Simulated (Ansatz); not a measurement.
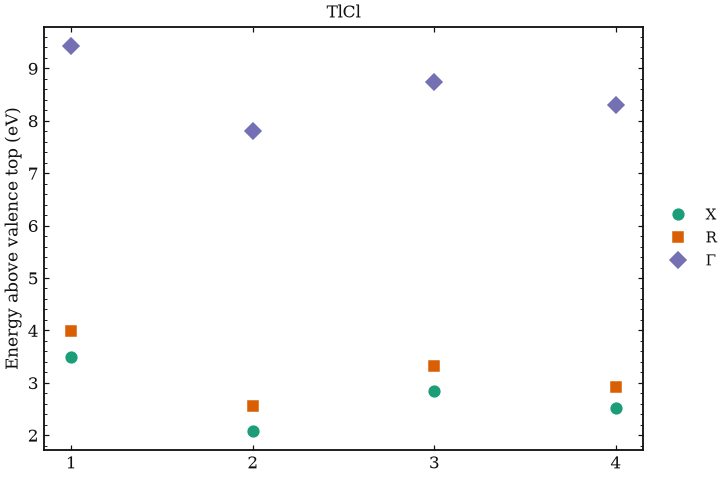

Lowest conduction level at each named k point, counted from the valence-band top at X, by several methods on one cell of CsCl-type TlCl, space group Pm-3m, 2 atoms in the cell, relaxed with r2SCAN; cubic a = 3.839 Å. All runs are without spin-orbit coupling and carry no moments.

Question: Which column is which method? They are PBE0, PBE, r2SCAN and HSE06.

Answer: 1 is PBE0; 2 is PBE; 3 is HSE06; 4 is r2SCAN.

| method | program | X (eV) | R (eV) | Γ (eV) |
| --- | --- | --- | --- | --- |
| PBE | Ansatz | 2.08 | 2.55 | 7.80 |
| r2SCAN | Ansatz | 2.51 | 2.92 | 8.31 |
| HSE06 | Ansatz | 2.85 | 3.32 | 8.74 |
| PBE0 | Ansatz | 3.50 | 3.99 | 9.43 |

Question: Does HSE06 shift these levels rigidly from PBE?

Answer: The shifts are +0.77 eV at X, +0.77 eV at R and +0.94 eV at Γ, and at points that aren't plotted +0.93 eV (M): over the named points that both runs hold, a spread of 0.17 eV on a mean of 0.85 eV, so one shift describes them only roughly.

Settings. PBE: Ansatz PAW set, 6×6×6 k mesh, 420 eV cutoff, Fermi-Dirac smearing of 0.02 eV (Ansatz 0.2.0). r2SCAN: Ansatz PAW set, 6×6×6 k mesh, 500 eV cutoff, fixed occupations (Ansatz). HSE06: Ansatz PAW set, 4×4×4 k mesh, 420 eV cutoff, fixed occupations (Ansatz 0.2.0). PBE0: Ansatz PAW set, 4×4×4 k mesh, 420 eV cutoff, fixed occupations (Ansatz).

These are four of the 8 methods that were run on this cell. Spin-orbit coupling is left out, which matters for Tl. r2SCAN, HSE06 and PBE0: the PAW data sets were made with another functional. HSE06 and PBE0: the k mesh is thin for exact exchange.
